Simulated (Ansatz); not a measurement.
HC16 (cell charge +1, with a compensating background) (cell with a defect)

```xyz
17
Lattice="0.0000 3.5700 3.5700 3.5700 0.0000 3.5700 3.5700 3.5700 0.0000" Properties=species:S:1:pos:R:3 pbc="T T T"
C     3.5283    3.5611    7.0816
C     0.8284    0.9630    0.8071
C     5.3605    5.3499    7.1147
C     2.6720    2.6729    0.8702
C     5.4219    7.0590    5.4208
C     2.6750    0.9029    2.6377
C     3.5753    5.3493    5.3182
C     4.4599    2.6565    2.6681
C     3.5749    5.3198    1.7909
C     0.8954    2.6615    2.6493
C     5.3539    3.5550    5.3342
C     2.6748    4.4301    2.6672
C     5.3547    5.3314    3.5495
C     2.7217    2.6238    4.4490
C     3.5781    3.5521    3.5609
C     4.4662    4.4462    4.4429
H     1.3374    3.4660    4.3561
```

Theory: DFT PBE-D3(BJ), scalar-relativistic, plane waves, PAW in Ansatz 0.2.0.

In a PAW calculation such maps are meaningful between the atoms, not at the nuclei.

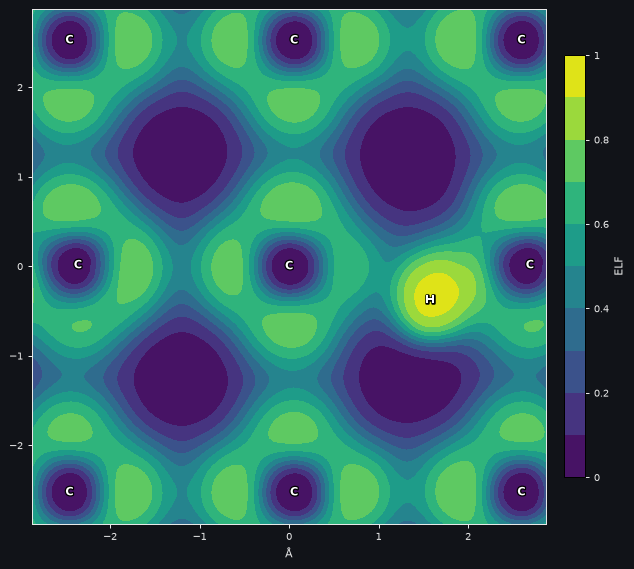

Figure 1. Electron localisation function on the (101) plane of the calculation cell.

**What do the fields say about this system?**

The section cuts through C and H sites.
Atoms just off the plane (C, 0.9 Å away) can leave unmarked features too.
C–H (1.18 Å): the ELF climbs to about 0.95 towards the hydrogen, as it does in any bond to H (a covalent bond by its length).

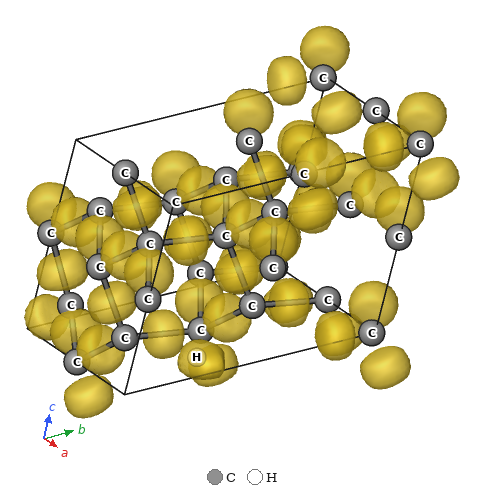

Figure 2. Isosurface of the electron localisation function at 0.75 (yellow), seen slightly off an axis. Only the valence region is drawn (cores and ρ < 0.01 e/Å³ removed). Sticks mark near contacts.

**Where are the electrons localised?**

The ELF exceeds this value in 31 regions between bonded C–C atoms (shared pairs) and one region around a hydrogen nucleus, counted in one cell of 17 atoms. Regions shared between cells count once. Along the contacts the grid gives the following. C–C (1.50 Å): the ELF peaks at about 0.95 between the atoms (a covalent bond).

**Does the calculation make it a metal, or give it a gap?**

It is gapped, with a Kohn–Sham gap of 2.6 eV on the k-point mesh (the band edges may lie off the mesh, which would make the gap smaller).
